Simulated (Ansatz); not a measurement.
## Two runs on CuO

System: CuO (4 atoms in the cell).
Method of run A: DFT r2SCAN, scalar-relativistic, plane waves, PAW, spin-polarised (Ansatz 0.2.0).

The structure derives from a Materials Project entry. Text and figures count atoms from 1; the logs count them from 0 in places.

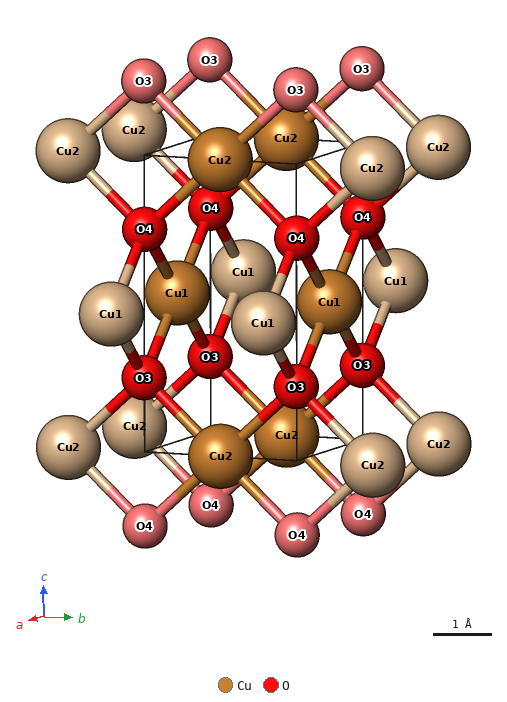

Fig. 1: The input geometry (ball-and-stick view of the cell of the calculation, seen slightly off an axis; neighbours outside the cell are drawn fainter; atoms are numbered from 1 in the order of the input). An atom can appear more than once, as a periodic image.

Input file, run A:
```yaml
crystal:
  lattice:
    - [2.8795009639, 0.0, 0.0]
    - [0.039072758, 2.8792794796, 0.0]
    - [0.0174953863, 0.0172449008, 5.1763391994]
  atoms:
    - { symbol: Cu, position: [0.5, 0.0, 0.5], spin: -0.61 }
    - { symbol: Cu, position: [0.0, 0.5, 0.0], spin: 0.61 }
    - { symbol: O, position: [0.00157603, 0.99832822, 0.2501129] }
    - { symbol: O, position: [0.99842397, 0.00167178, 0.7498871] }
basis:
  ecutwfc: 150
kpoints:
  mp_grid: { grid: [14, 14, 8] }
hamiltonian:
  xc: r2scan
scf:
  occupations: { method: gaussian, width: 0.1 }
output:
  forces: true
  stress: true
  eigenvalues: true
  populations: true
magnetization:
  spin_polarized: true
```

Launched with:
```bash
ansatz run input.yaml --threads 1 --pin off --max-ram 2560MiB --backend cpu --events-out ev --progress --plain --runs-dir out
```

Hardware: 1 thread of Intel Xeon @ 2.50GHz (Skylake/Cascade Lake), 189 GiB of memory available, shared host.

Output, shortened to warnings, some set-up lines, iterations and results (run A):
```
Warning: basis.ecutwfc = 150 eV is below the records' recommended 500 eV, and the density's cutoff is lower with it unless basis.ecutrho_ratio is high enough to keep the records' density cutoff: compare with a run at a higher cutoff
WARN: the starting moments, 1.22 μB in size (2 sites), cancel, and the state that the SCF closed on does not: its net magnetisation is 2.0e0 μB in size, over 0.1 of its absolute magnetisation of 2.1e0 μB. That can be the system's own (a ferrimagnet, charge order, parts that are not each other's image, a moment on a site that was given none, an odd count of electrons). If an antiferromagnet was …
Basis set: ecut = 150 eV, 175 PW (Γ), exchange–correlation on 48×48×96 points (64 copies of the dense FFT grid, shifted against one another)
Symmetry: 2 space group operations
k-points: 788 of 1568
Initial density: superposition of atomic densities (chi_scale 0.1, normalization cell, long waves kept (reshape's long-wave potential 0.00 eV rms))
[...]
SCF iter   1: F=—  HF=-14227.112506 eV  |F-HF|=—  |Δ(HF+E_count)|=         —  Δρ=3.18e-1 (↑3.18e-1 ↓3.18e-1)  dr2=6.91e1  dr2_τ=1.17e0  dr2_m=9.71e-1  M=-0.000 μB ∫|m|=0.349 …
SCF iter   2: F=—  HF=-14188.749909 eV  |F-HF|=—  |Δ(HF+E_count)|=    3.84e1  Δρ=1.52e-1 (↑1.52e-1 ↓1.52e-1)  dr2=1.48e1  dr2_τ=3.92e-1  dr2_m=8.46e-1  M=-0.000 μB ∫|m|=0.109 …
SCF iter   3: F=—  HF=-14177.730009 eV  |F-HF|=—  |Δ(HF+E_count)|=    1.10e1  Δρ=7.49e-2 (↑7.49e-2 ↓7.49e-2)  dr2=3.93e0  dr2_τ=5.86e-2  dr2_m=4.90e-1  M=-0.000 μB ∫|m|=0.051 …
SCF iter   4: F=—  HF=-14176.315927 eV  |F-HF|=—  |Δ(HF+E_count)|=    1.41e0  Δρ=3.89e-2 (↑3.89e-2 ↓3.89e-2)  dr2=1.15e0  dr2_τ=1.34e-2  dr2_m=2.57e-1  M=-0.000 μB ∫|m|=0.035 …
SCF iter   5: F=—  HF=-14176.441043 eV  |F-HF|=—  |Δ(HF+E_count)|=   1.25e-1  Δρ=3.85e-2 (↑3.85e-2 ↓3.85e-2)  dr2=1.47e0  dr2_τ=9.05e-3  dr2_m=1.29e-1  M=-0.000 μB ∫|m|=0.029 …
[... 27 lines ...]
SCF iter  33: F=-14176.254177 eV  HF=-14176.254177 eV  |F-HF|=4.61e-7  |Δ(HF+E_count)|=   3.68e-6  Δρ=4.37e-5 (↑4.37e-5 ↓3.85e-5)  dr2=1.08e-6  dr2_τ=2.17e-8  dr2_m=3.10e-8  …
SCF iter  34: F=-14176.254178 eV  HF=-14176.254177 eV  |F-HF|=6.54e-7  |Δ(HF+E_count)|=   1.17e-7  Δρ=9.96e-6 (↑9.96e-6 ↓8.58e-6)  dr2=5.94e-8  dr2_τ=1.60e-9  dr2_m=2.89e-9  …
SCF iter  35: F=-14176.254178 eV  HF=-14176.254177 eV  |F-HF|=2.29e-7  |Δ(HF+E_count)|=   4.46e-7  Δρ=6.72e-6 (↑6.72e-6 ↓6.64e-6)  dr2=2.71e-8  dr2_τ=7.92e-10  dr2_m=1.85e-10 …
SCF iter  36: F=-14176.254178 eV  HF=-14176.254178 eV  |F-HF|=3.01e-9  |Δ(HF+E_count)|=   2.37e-7  Δρ=2.64e-6 (↑2.52e-6 ↓2.64e-6)  dr2=3.86e-9  dr2_τ=1.44e-10  dr2_m=5.12e-11 …
SCF 1 converged in 36 iterations: F = -14176.254178 eV  dr2 = 3.86e-9
at 9 of the mixer's solves, the last at iteration 24, it left a direction of its history that read negative out of its fit and stepped the other way along it
WARN: the starting moments, 1.22 μB in size (2 sites), cancel, and the state that the SCF closed on does not: its net magnetisation is 2.0e0 μB in size, over 0.1 of its absolute magnetisation of 2.1e0 μB. That can be the system's own (a ferrimagnet, charge order, parts that are not each other's …
this state was not tested for a lower state beside it, because the mixer in use, unlike msr1, does not test its closes by its own steps (another_mixer; see scf.mixing.algorithm and scf.lower_state_search)
SCF converged after 36 iterations
Magnetization: -1.9939 μB (24.0030 up, 25.9970 down)
Absolute magnetization: 2.0981 μB (∫|ρ↑−ρ↓|, with the PAW one-centre terms)
Spin contamination: 0.0121 ħ² per cell (⟨S²⟩ above its minimum at these occupations)
Per-site moments (μB) at R_I (Å): [(-0.06640052492060369, 0.7983571883277322), (-0.06642286815339299, 0.7986000271989621), (-0.8117546934048475, 0.7983571883277322), (-0.8117546934048476, 0.7983571883277323)]
Free energy (F): -14176.254178 eV
Harris-Foulkes:  -14176.254178 eV  (|F-HF|=3.01e-9)
Internal energy: -14176.247267 eV  (E = F + TS)
E sigma→0 (E₀):  -14176.250722 eV
Entropy (-TS):   -0.006910 eV (-1.728 meV/atom)
Fermi energy:    8.905281 eV
--- Per-component energies (eV) ---
  E_band       = -1256.623205
  E_kinetic    = 1168.111888
  E_local      = -9836.344892  (includes V_loc(G=0)·N_el)
  E_nonlocal   = 1102.804576
  E_hartree    = 4208.102643
  E_xc         = -336.244082
  E_vxc        = -490.515901  (∫ρ·V_xc dr)
  E_paw        = -3925.257647  (= ΣΔE_a)
  E_vpaw       = -1647.827556  (= ΣTr[D̂ρ^β])
[...]
```

For run B the input was changed thus:
```diff
-  ecutwfc: 150
+  ecutwfc: 300
```

What does this change do to the results?

The free energy of run B is 54967.9 meV per atom lower, which measures how much it depends on this numerical setting. The net moment of the cell goes from −1.99 to 0.00 μB. The pressure goes from 52.60 to −1.48 GPa. More plane waves can only lower the energy of a fixed Hamiltonian, so the higher cutoff gives the lower value. The SCF takes 20 iterations against 36. The plane waves at Γ go from 175 to 503.

Output, shortened to warnings, some set-up lines, iterations and results (run B):
```
Warning: basis.ecutwfc = 300 eV is below the records' recommended 500 eV, and the density's cutoff is lower with it unless basis.ecutrho_ratio is high enough to keep the records' density cutoff: compare with a run at a higher cutoff
Basis set: ecut = 300 eV, 503 PW (Γ), exchange–correlation on 72×72×120 points (64 copies of the dense FFT grid, shifted against one another)
Symmetry: 2 space group operations
k-points: 788 of 1568
Initial density: superposition of atomic densities (chi_scale 0.1, normalization cell, long waves kept (reshape's long-wave potential 0.00 eV rms))
[...]
SCF iter   1: F=—  HF=-14395.456463 eV  |F-HF|=—  |Δ(HF+E_count)|=         —  Δρ=5.17e-2 (↑5.13e-2 ↓5.17e-2)  dr2=5.16e-1  dr2_τ=2.30e-2  dr2_m=6.73e-1  M=-0.000 μB …
SCF iter   2: F=—  HF=-14395.705130 eV  |F-HF|=—  |Δ(HF+E_count)|=   2.49e-1  Δρ=3.41e-2 (↑3.41e-2 ↓3.39e-2)  dr2=2.07e-1  dr2_τ=9.16e-3  dr2_m=2.68e-1  M=0.001 μB ∫|m|=0.548 …
SCF iter   3: F=—  HF=-14395.859707 eV  |F-HF|=—  |Δ(HF+E_count)|=   1.55e-1  Δρ=2.32e-2 (↑2.29e-2 ↓2.32e-2)  dr2=1.27e-1  dr2_τ=4.24e-3  dr2_m=1.11e-1  M=0.000 μB ∫|m|=0.595 …
SCF iter   4: F=—  HF=-14396.025861 eV  |F-HF|=—  |Δ(HF+E_count)|=   1.66e-1  Δρ=9.07e-3 (↑6.64e-3 ↓9.07e-3)  dr2=3.58e-2  dr2_τ=3.08e-4  dr2_m=1.44e-2  M=0.005 μB ∫|m|=0.756 …
SCF iter   5: F=—  HF=-14396.032551 eV  |F-HF|=—  |Δ(HF+E_count)|=   6.69e-3  Δρ=8.70e-3 (↑8.70e-3 ↓6.60e-3)  dr2=2.13e-2  dr2_τ=2.80e-4  dr2_m=1.63e-2  M=-0.001 μB …
[... 11 lines ...]
SCF iter  17: F=—  HF=-14396.125601 eV  |F-HF|=—  |Δ(HF+E_count)|=   3.84e-6  Δρ=3.95e-5 (↑3.78e-5 ↓3.95e-5)  dr2=8.90e-7  dr2_τ=7.30e-9  dr2_m=1.14e-7  M=0.001 μB ∫|m|=1.507 …
SCF iter  18: F=—  HF=-14396.125602 eV  |F-HF|=—  |Δ(HF+E_count)|=   1.04e-6  Δρ=1.90e-5 (↑1.82e-5 ↓1.90e-5)  dr2=1.01e-7  dr2_τ=1.97e-9  dr2_m=7.27e-8  M=0.001 μB ∫|m|=1.507 …
SCF iter  19: F=—  HF=-14396.125602 eV  |F-HF|=—  |Δ(HF+E_count)|=   1.69e-7  Δρ=7.37e-6 (↑7.37e-6 ↓7.11e-6)  dr2=2.19e-8  dr2_τ=6.66e-10  dr2_m=1.76e-9  M=0.001 μB …
SCF iter  20: F=-14396.125602 eV  HF=-14396.125602 eV  |F-HF|=3.40e-8  |Δ(HF+E_count)|=   4.92e-8  Δρ=2.64e-6 (↑2.64e-6 ↓2.55e-6)  dr2=3.08e-9  dr2_τ=1.03e-10  dr2_m=2.67e-10 …
SCF 1 converged in 20 iterations: F = -14396.125602 eV  dr2 = 3.08e-9
at 1 of the mixer's solves, the last at iteration 7, it left a direction of its history that read negative out of its fit and stepped the other way along it
this state was not tested for a lower state beside it, because the mixer in use, unlike msr1, does not test its closes by its own steps (another_mixer; see scf.mixing.algorithm and scf.lower_state_search)
SCF converged after 20 iterations
Magnetization: 0.0007 μB (25.0004 up, 24.9996 down)
Absolute magnetization: 1.4926 μB (∫|ρ↑−ρ↓|, with the PAW one-centre terms)
Spin contamination: 0.8016 ħ² per cell (⟨S²⟩ above its minimum at these occupations)
Per-site moments (μB) at R_I (Å): [(-0.5408938283111562, 0.7983571883277322), (0.5412039989183706, 0.7986000271989621), (0.0003082692628262078, 0.7983571883277322), (0.0003082692628262809, 0.7983571883277323)]
Free energy (F): -14396.125602 eV
Harris-Foulkes:  -14396.125602 eV  (|F-HF|=3.40e-8)
Internal energy: -14396.122033 eV  (E = F + TS)
E sigma→0 (E₀):  -14396.123818 eV
Entropy (-TS):   -0.003570 eV (-0.892 meV/atom)
Fermi energy:    11.157853 eV
--- Per-component energies (eV) ---
  E_band       = -981.997830
  E_kinetic    = 949.422576
  E_local      = -10049.266924  (includes V_loc(G=0)·N_el)
  E_nonlocal   = 895.982358
  E_hartree    = 4361.080893
  E_xc         = -313.079309
  E_vxc        = -457.646095  (∫ρ·V_xc dr)
  E_paw        = -3683.901325  (= ΣΔE_a)
  E_vpaw       = -1073.270091  (= ΣTr[D̂ρ^β])
  E_aug_tail   = 0.003991  (compensation charges beyond the density's cutoff)
  E_vtau       = 30.616573  (kinetic-family band-sum trace: ∫τ·v_τ [+ j·A + Jᵃ·Aᵃ] dr)
  E_ewald      = -6555.698196
  E_core_change = -0.666098  (= ΣΔE_core)
  E_smearing   = -0.003570  (= −TS)
  E_closure    = -0.000000  (closes the sum)
  Σ components = -14396.125602   (vs F -14396.125602, Δ=0.00e0)
--- Forces (eV/Å), atoms counted from 1 ---
  atom   1  Cu     0.00000000     0.00000000     0.00000000
  atom   2  Cu     0.00000000     0.00000000     0.00000000
  atom   3  O     -0.00335511     0.00491303    -0.01288467
  atom   4  O      0.00335511    -0.00491303     0.01288467
  max |Σ_I F_I| component: 0.00e0 eV/Å
--- Stress (GPa, compression-positive) ---
       -1.238097      -0.089220      -0.005198
       -0.089218      -1.288536       0.009157
       -0.005201       0.009154      -1.909278
  P = ⅓ Tr σ = -1.4786 GPa (-14.786 kbar)
--- Löwdin populations: 4 sites ---
  site symbol       q [e]    m [muB]
     0     Cu     17.9042    -0.4723
     1     Cu     17.9049     0.4724
     2      O      6.9836     0.0003
     3      O      6.9836     0.0003
  spilling = 0.004471 (of n_electrons = 50.000000)
```

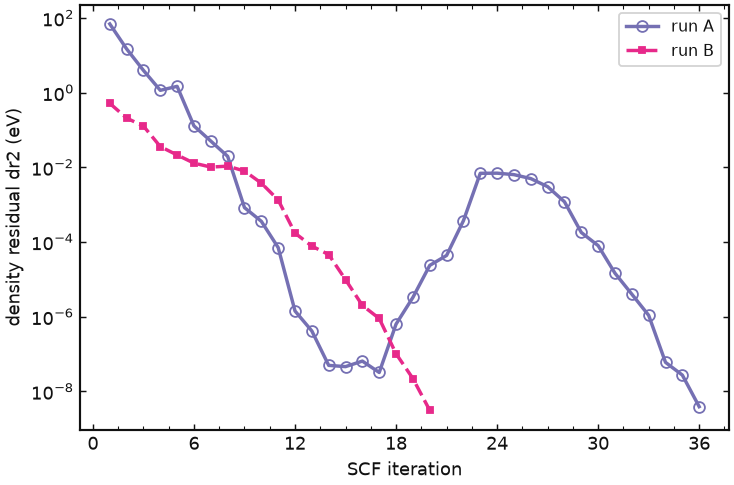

Fig. 2: Convergence of the two runs: density residual dr2 against the SCF iteration. Run A takes 36 iterations in all, and run B takes 20.

The two runs side by side:

| quantity | run A | run B |
| --- | --- | --- |
| outcome | converged | converged |
| free energy per atom (eV) | −3544.0635 | −3599.0314 |
| energy per atom, smearing taken to zero (eV) | −3544.0627 | −3599.0310 |
| gap on the mesh (eV) | 0.00 | 0.00 |
| net moment of the cell (μB) | −1.99 | 0.00 |
| absolute moment of the cell (μB) | 2.10 | 1.49 |
| pressure (GPa) | 52.60 | −1.48 |
| largest force (eV/Å) | 0.028 | 0.014 |
| SCF iterations | 36 | 20 |
| irreducible k-points | 788 | 788 |
| plane waves at Γ | 175 | 503 |
| wall time (shared host) | 7.5 min | 6.5 min |

For both runs: The electronic state found may not be the lowest one. Warnings: the cutoff is below the recommended one; the state was not tested for a lower one.
